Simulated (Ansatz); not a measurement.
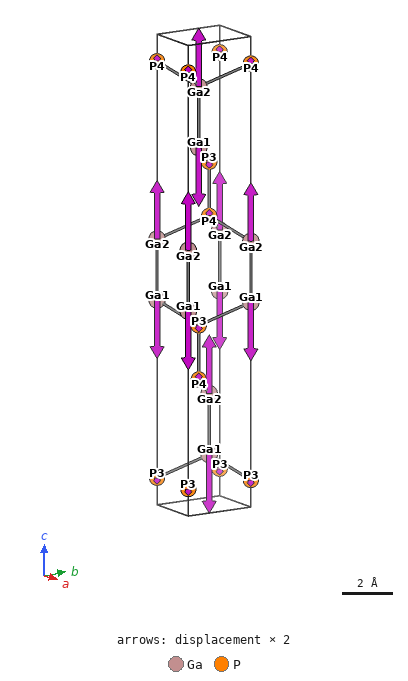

This is a relaxation of a crystal of GaP (set up in R-3m). The starting structure is drawn; purple arrows show the displacements (the part carried along by the change of the cell is left out), 2 times their true length.

Style: ball-and-stick. Shown: the conventional cell (3 times the calculation's cell), slightly off an axis. Lengths and directions refer to the drawn axes.

Case: relaxed kmesh: [1, 1, 1] Gamma-centred.

Computed with Ansatz, DFT PBE, scalar-relativistic, plane waves, PAW. Settings: plane-wave cutoff 420 eV; k-point mesh 1 × 1 × 1; occupations gaussian; smearing width 0.02 eV; no spin polarisation; cell and atoms relaxed; force threshold 0.01 eV/Å; at most 60 steps.

Atoms of which element are displaced furthest, and by how much?

Answer. Gallium: up to 1.22 Å, against 0.14 Å for phosphorus.

What happened in the run?

Answer. The largest moves relative to the cell, 1.22 Å, are those of Ga1 and Ga2. Ga2 goes along +c. Largest moves by element: Ga 1.22 Å, P 0.14 Å. Cell: a = b 3.886 → 5.519 Å (+42.0 %), c 19.292 → 20.176 Å (+4.6 %). Volume +110.9 %. Among the contacts that change: Ga1–Ga2 2.494 → 5.048 Å, Ga1–P3 2.403 → 3.191 Å, P3–P4 2.214 → 2.033 Å. Bonds break: Ga1–Ga2 (2.49 → 5.05 Å). The space group stays R-3m (No. 166). Over 24 accepted moves (28 points after the start) the energy falls by 13.066 eV per cell of the calculation. The largest force component goes from 3.2 to 0.0009 eV/Å. The pressure goes from 25.13 to 0.00 GPa. The line search rejected the trial step at point 15 of the run. At 3 points the geometry stayed and the basis and grid were re-selected for the new cell (energy shift of 0.627 eV per cell of the calculation at most each time). The run took 30 s on 1 thread of Arm Neoverse V1, with other jobs on the host, peak memory 0.34 GiB.

Limits of the set-up: the k-point mesh is coarse for a cell with partly filled bands.
